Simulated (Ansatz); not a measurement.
Se

Input file:

```
crystal:
  lattice:
    - [3.9633590328, 2.2882464045, 4.508887985]
    - [-3.9633590328, 2.2882464045, 4.508887985]
    - [0.0, -4.5764928089, 4.508887985]
  atoms:
    - { symbol: Se, position: [0.9384173218, 0.4037759581, 0.4037759581] }
    - { symbol: Se, position: [0.4037759581, 0.9384173218, 0.4037759581] }
    - { symbol: Se, position: [0.4037759581, 0.4037759581, 0.9384173218] }
    - { symbol: Se, position: [0.0615826782, 0.5962240419, 0.5962240419] }
    - { symbol: Se, position: [0.5962240419, 0.0615826782, 0.5962240419] }
    - { symbol: Se, position: [0.5962240419, 0.5962240419, 0.0615826782] }
    - { symbol: Se, position: [0.5, 0.5, 0.5] }
basis:
  ecutwfc: 420
kpoints:
  mp_grid: { grid: [6, 6, 6] }
hamiltonian:
  xc: pbe
scf:
  occupations: { method: gaussian, width: 0.1 }
output:
  forces: true
  stress: true
  eigenvalues: true
  write_density: true
  write_potential: true
  elf: true
  volumetric_format: npy
relax:
  adjacent_minimum: "off"
  f_tol: 0.01
  max_steps: 80
  cell: { stress_tol: 0.05 }
```

Command:

```sh
ansatz run input.yaml --threads 1 --pin off --max-ram 2560MiB --backend cpu --events-out ev --progress --plain --runs-dir out
```

Below, planes, directions and counts refer to the conventional cell (a = 7.95 Å, b = 7.95 Å, c = 13.61 Å, α = 90.00°, β = 90.00°, γ = 120.00°).

The fields are those of the relaxed geometry.

Space group R-3m; a structure generated by program, which may or may not match a known phase.

Level of theory: Ansatz 0.2.0, DFT PBE, scalar-relativistic, plane waves, PAW.

**What will maps of the valence pseudo-density and electron localisation function show?**

Se–Se (2.31 Å): ρ at the midpoint is about 0.73 e/Å³; the ELF peaks at about 0.70 between the atoms.

**Does the calculation give a band gap?**

It is metallic or semimetallic at this level of theory: no gap opens.

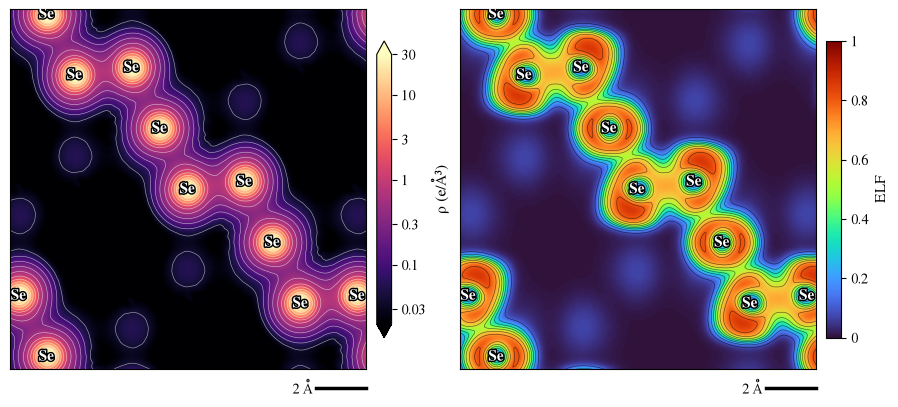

Computed valence pseudo-density and electron localisation function on the (110) plane of the conventional cell, in this order. 

Core electrons are frozen (PAW), and the valence fields are smoothed inside the atomic spheres.
